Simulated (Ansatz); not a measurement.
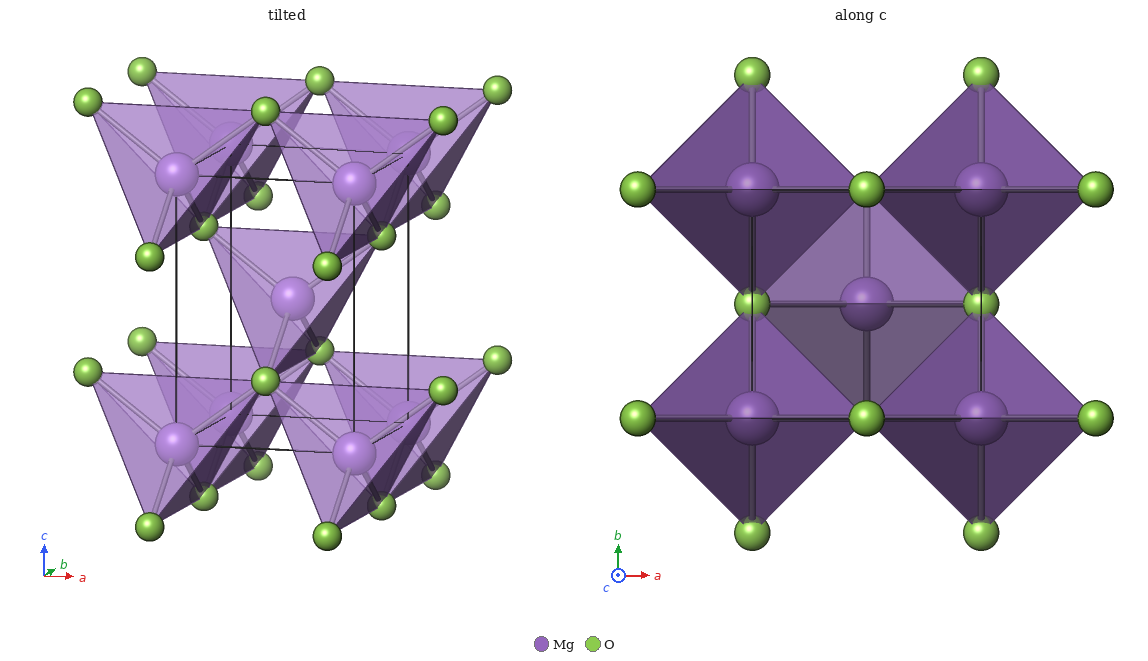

Drawn in the polyhedral manner and seen slightly off an axis and along the c axis. Atoms at the boundary of the conventional unit cell (the box) are drawn once for each face, edge or corner they touch. A few atoms beyond the faces are included.

MgO, space group I-4m2 (No. 119), a = 3.169 Å, b = 3.169 Å, c = 4.676 Å, α = 90.00°, β = 90.00°, γ = 90.00°. Starting structure: a structure type filled with these elements by a generator (whether the compound takes this form wasn't checked). The cell was then strained or its atoms displaced on purpose. It was the input of a calculation with Ansatz.

This one geometry was computed with Ansatz (DFT, plane waves, PAW) at three levels of theory: r2SCAN, HSE06 and PBE. It was relaxed with r2SCAN and then strained.

> Which level gives the highest pressure at this volume, and what does that say about its equilibrium volume?

Highest: PBE (5.4 GPa), which points to the largest equilibrium volume. Lowest, with the smallest volume: r2SCAN (1.5 GPa) and HSE06 (1.5 GPa). Levels within 0.5 GPa of each other can't be told apart.

> How does the band gap change with the level of theory?

PBE: a gap of 3.68 eV, indirect; r2SCAN: a gap of 4.36 eV, indirect; HSE06: a gap of 5.30 eV, direct.

> Collect the results in a table.

| level | cutoff (eV) | k-mesh of the run's cell | gap (eV) | pressure (GPa) |
| --- | --- | --- | --- | --- |
| r2SCAN | 500 | 10×10×10 | 4.36 | 1.5 |
| HSE06 | 420 | 6×6×6 | 5.30 | 1.5 |
| PBE | 420 | 10×10×10 | 3.68 | 5.4 |

Gaps are taken on the k-mesh or band path of each run.
